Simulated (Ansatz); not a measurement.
# Run report: C, single-point calculation

C (P6₃mc, 12 atoms in the cell), computed with DFT r2SCAN, scalar-relativistic, plane waves, PAW, no spin polarisation (Ansatz 0.2.0).

The structure derives from a Materials Project entry.

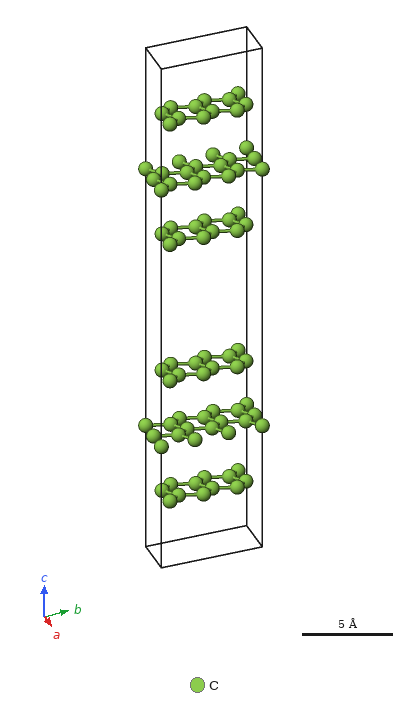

Figure 1. The structure (ball-and-stick view of the 2 × 3 repeat of the cell, with the vacuum cut short, seen slightly off an axis). An atom can appear more than once, as a periodic image.

## Summary

```csv
quantity,value
outcome,converged
space group (tolerance 0.01 Å),P6₃mc (186)
electrons treated,48
free energy,−3019.9255 eV
Fermi energy,3.447 eV
gap on the k-point mesh,none (metallic)
pressure,−0.02 GPa
largest force (length of the vector),0.011 eV/Å
hardware,"2 threads of Intel Xeon (Sapphire Rapids), 32 GiB of memory available, shared host"
wall time,11 s (CPU time 19 s)
peak memory,0.69 GiB
```

## Input file
```yaml
crystal:
  lattice:
    - [2.4562499605, 0.0, 0.0]
    - [-1.2281249803, 2.1271748638, 0.0]
    - [0.0, 0.0, 29.4918787]
  atoms:
    - { symbol: C, position: [0.66666667, 0.33333333, 0.9983718] }
    - { symbol: C, position: [0.66666667, 0.33333333, 0.49837191] }
    - { symbol: C, position: [0.66666667, 0.33333333, 0.73278795] }
    - { symbol: C, position: [0.66666667, 0.33333333, 0.23279033] }
    - { symbol: C, position: [0.0, 0.0, 0.61583799] }
    - { symbol: C, position: [0.33333333, 0.66666667, 0.23278795] }
    - { symbol: C, position: [0.0, 0.0, 0.11583799] }
    - { symbol: C, position: [0.66666667, 0.33333333, 0.61584001] }
    - { symbol: C, position: [0.33333333, 0.66666667, 0.73279033] }
    - { symbol: C, position: [0.33333333, 0.66666667, 0.11584001] }
    - { symbol: C, position: [0.33333333, 0.66666667, 0.4983718] }
    - { symbol: C, position: [0.33333333, 0.66666667, 0.99837191] }
basis:
  ecutwfc: 500
kpoints:
  mp_grid: { grid: [12, 12, 1] }
hamiltonian:
  xc: r2scan
scf:
  occupations: { method: gaussian, width: 0.1 }
output:
  forces: true
  stress: true
  eigenvalues: true
```

Run as:
```bash
ansatz run input.yaml --threads 2 --pin off --max-ram 5120MiB --backend cpu --events-out ev --progress --plain --runs-dir out
```

## The program's output
```
Engine: ansatz 0.2.0, x86_64-unknown-linux-gnu
Pseudopotentials: kind: paw
Pseudopotential: C, paw, valence charge 4, recommended cutoff 500 eV (meta_gga), C.paw.azcp
Functional definition: r2SCAN
  parameter k0 = 0.174
  parameter k1 = 0.065
  parameter a1 = 4.9479
  exchange = r2scan_x(k0 = k0, k1 = k1, a1 = a1)
  correlation = r2scan_c
Crystal: 12 atoms, lattice volume = 154.091 Å³
Basis set: ecut = 500 eV, 3989 PW (Γ), exchange–correlation on 72×72×864 points (64 copies of the dense FFT grid, shifted against one another)
Bands: 36, of which v1, the nominal top of the filled ones, is band 24 counted from 1 (23 counted from 0)
Symmetry: 12 space group operations
Space group: P63mc (ITA 186), of the structure as read, at distance tolerance 5.4e-5 Å
k-points: 19 of 144
Non-local potential: C, projectors of the file, l = 0: 2, l = 1: 2, l = 2: 1
PAW form: soft (Blöchl's): semilocal exchange-correlation on the pseudo side does not see the compensation charge
PAW frozen core: C, regenerated for the run's functional (the file was generated under x = pbe(κ = 0.804, μ = 0.2195149727645171), c = pbe(β = 0.06672455060314922))
PAW one-centre angular grid: C, 302 points (default); XC on 239 of its mesh's 2573 points in the sphere
Initial density: superposition of atomic densities (neutral atoms: chi_scale 0, normalization atom), corrected by the library's trained network
Initial wavefunctions: pseudopotential atomic-orbital guess
Functional: x = r2scan, c = r2scan; τ floored in thin density (d = 2e-4 eV/Å³)
SCF iter   1: F=—  HF=-3019.689800 eV  |F-HF|=—  |Δ(HF+E_count)|=         —  Δρ=6.47e-3  dr2=2.25e-2  dr2_τ=2.48e0  ethr=1.77e-3  ⟨swp⟩=13.4  Hψ=4844  notcnv=0  defer=12
preconditioner: auto → LDOS  [metal: Δε(μ)=0.032 eV  Ē_g=16.273 eV  σ=0.100 eV  W_gap=0.18  n_scr=20 (ndim 8)  ℏωp=20.7 eV  f_vac=0.310  D(μ)=1.21/eV (n_scr^D=10)  β→1.0]
SCF iter   2: F=—  HF=-3019.925457 eV  |F-HF|=—  |Δ(HF+E_count)|=   2.36e-1  Δρ=1.31e-3  dr2=2.16e-3  dr2_τ=1.09e-4  ethr=4.69e-5  ⟨swp⟩=2.5  Hψ=1446  notcnv=0  defer=108
SCF iter   3: F=—  HF=-3019.925481 eV  |F-HF|=—  |Δ(HF+E_count)|=   2.36e-5  Δρ=5.64e-4  dr2=7.40e-4  dr2_τ=5.61e-5  ethr=4.49e-6  ⟨swp⟩=2.2  Hψ=1066  notcnv=0  defer=108
SCF iter   4: F=—  HF=-3019.925411 eV  |F-HF|=—  |Δ(HF+E_count)|=   7.00e-5  Δρ=1.55e-4  dr2=2.73e-5  dr2_τ=3.67e-6  ethr=1.54e-6  ⟨swp⟩=2.0  Hψ=1031  notcnv=0  defer=108
SCF iter   5: F=—  HF=-3019.925511 eV  |F-HF|=—  |Δ(HF+E_count)|=   1.00e-4  Δρ=4.81e-5  dr2=3.07e-6  dr2_τ=4.31e-7  ethr=5.69e-8  ⟨swp⟩=2.0  Hψ=1074  notcnv=0  defer=108
SCF iter   6: F=—  HF=-3019.925515 eV  |F-HF|=—  |Δ(HF+E_count)|=   3.92e-6  Δρ=1.34e-5  dr2=1.72e-7  dr2_τ=1.81e-8  ethr=6.40e-9  ⟨swp⟩=2.0  Hψ=970  notcnv=0  defer=108
SCF iter   7: F=-3019.925515 eV  HF=-3019.925515 eV  |F-HF|=4.01e-9  |Δ(HF+E_count)|=   2.41e-7  Δρ=2.74e-6  dr2=9.51e-9  dr2_τ=5.32e-10  ethr=2.08e-10  ⟨swp⟩=30.3  Hψ=5421  notcnv=0
SCF 1 converged in 7 iterations: F = -3019.925515 eV  dr2 = 9.51e-9
  greatest PAW one-centre occupation: 0.687 electrons in one spin orbital (limit 2), on the C atom at site 9 (counted from 0), in its partial waves of l = 0
SCF converged after 7 iterations
Free energy (F): -3019.925515 eV
Harris-Foulkes:  -3019.925515 eV  (|F-HF|=4.01e-9)
Internal energy: -3019.919266 eV  (E = F + TS)
E sigma→0 (E₀):  -3019.922390 eV
Entropy (-TS):   -0.006249 eV (-0.521 meV/atom)
Fermi energy:    3.446775 eV
--- Per-component energies (eV) ---
  E_band       = -303.434797
  E_kinetic    = 1090.387425
  E_local      = -7223.718560  (includes V_loc(G=0)·N_el)
  E_nonlocal   = 323.366446
  E_hartree    = 3164.157969
  E_xc         = -566.459032
  E_vxc        = -784.854360  (∫ρ·V_xc dr)
  E_paw        = -1210.540959  (= ΣΔE_a)
  E_vpaw       = -81.038067  (= ΣTr[D̂ρ^β])
  E_aug_tail   = 0.000063  (compensation charges beyond the density's cutoff)
  E_vtau       = 44.104784  (kinetic-family band-sum trace: ∫τ·v_τ [+ j·A + Jᵃ·Aᵃ] dr)
  E_ewald      = 1403.184669
  E_core_change = -0.297285  (= ΣΔE_core)
  E_smearing   = -0.006249  (= −TS)
  E_closure    = -0.000000  (closes the sum)
  Σ components = -3019.925515   (vs F -3019.925515, Δ=0.00e0)
--- Forces (eV/Å), atoms counted from 1 ---
  atom   1  C      0.00000000    -0.00000000    -0.01001748
  atom   2  C     -0.00000000    -0.00000000    -0.00048170
  atom   3  C      0.00000000    -0.00000000     0.00318621
  atom   4  C     -0.00000000    -0.00000000     0.01110385
  atom   5  C     -0.00000000    -0.00000000    -0.00122517
  atom   6  C      0.00000000     0.00000000     0.00318621
  atom   7  C     -0.00000000     0.00000000    -0.00122517
  atom   8  C      0.00000000     0.00000000    -0.00258200
  atom   9  C      0.00000000     0.00000000     0.01110385
  atom  10  C     -0.00000000    -0.00000000    -0.00258200
  atom  11  C     -0.00000000     0.00000000    -0.01001748
  atom  12  C      0.00000000     0.00000000    -0.00048170
  max |Σ_I F_I| component: 3.26e-5 eV/Å
--- Stress (GPa, compression-positive) ---
       -0.115580       0.000000      -0.000000
        0.000000      -0.115580       0.000000
       -0.000000      -0.000000       0.178154
  P = ⅓ Tr σ = -0.0177 GPa (-0.177 kbar)
--- Band table (eV; the first three rows and the last of 19) ---
  k-point 0: bands = ["-17.4814", "-17.4814", "-17.4071", "-17.4071", "-17.3151", "-17.3151", "-5.2634", "-5.2632", "-4.6941", "-4.6936", "-4.0469", "-4.0465", "0.2020", "0.2020", "0.2020", "0.2020", "0.2035", "0.2035", "0.2036", "0.2036", "0.2207", "0.2207", "0.2207", "0.2207", "6.9551", "7.1368", "7.7073", "8.3943", "8.8529", "9.9420", "10.8766", "12.1206", "12.1953", "12.1953", "12.1953", "12.1953"]
  k-point 1: bands = ["-17.3063", "-17.3063", "-17.2328", "-17.2328", "-17.1416", "-17.1416", "-5.0518", "-5.0517", "-4.4857", "-4.4852", "-3.8427", "-3.8423", "-0.5032", "-0.5032", "-0.4989", "-0.4989", "-0.4791", "-0.4791", "-0.1616", "-0.1616", "-0.1585", "-0.1585", "-0.1396", "-0.1396", "7.1802", "7.3632", "7.9238", "8.6135", "9.0616", "10.1491", "11.0706", "12.2024", "12.2540", "12.2641", "12.2983", "12.3184"]
  k-point 2: bands = ["-16.7829", "-16.7829", "-16.7117", "-16.7117", "-16.6231", "-16.6231", "-4.4220", "-4.4218", "-3.8659", "-3.8655", "-3.2363", "-3.2360", "-2.2717", "-2.2717", "-2.2601", "-2.2601", "-2.2331", "-2.2331", "-1.0106", "-1.0105", "-1.0050", "-1.0049", "-0.9836", "-0.9836", "7.8554", "8.0418", "8.5741", "9.2698", "9.6859", "10.7623", "11.6210", "12.1701", "12.1879", "12.2015", "12.3004", "12.3037"]
  k-point 18: bands = ["-10.1237", "-10.1237", "-10.0784", "-10.0784", "-10.0771", "-10.0771", "-10.0762", "-10.0762", "-10.0608", "-10.0608", "-10.0179", "-10.0179", "-7.7288", "-7.7287", "-7.7272", "-7.7272", "-7.7132", "-7.7132", "3.0467", "3.0467", "3.4412", "3.4412", "3.4413", "3.4413", "3.4508", "3.4508", "3.4537", "3.4537", "3.8897", "3.8897", "14.2444", "14.2684", "14.3821", "14.3821", "14.7063", "14.7533"]
```

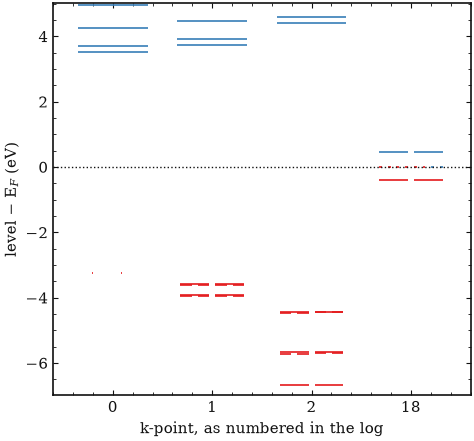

Figure 2. Kohn–Sham levels near the Fermi level (dotted) at the few k-points that the log prints; levels within 0.02 eV of each other stand side by side. The system is metallic on the full mesh.
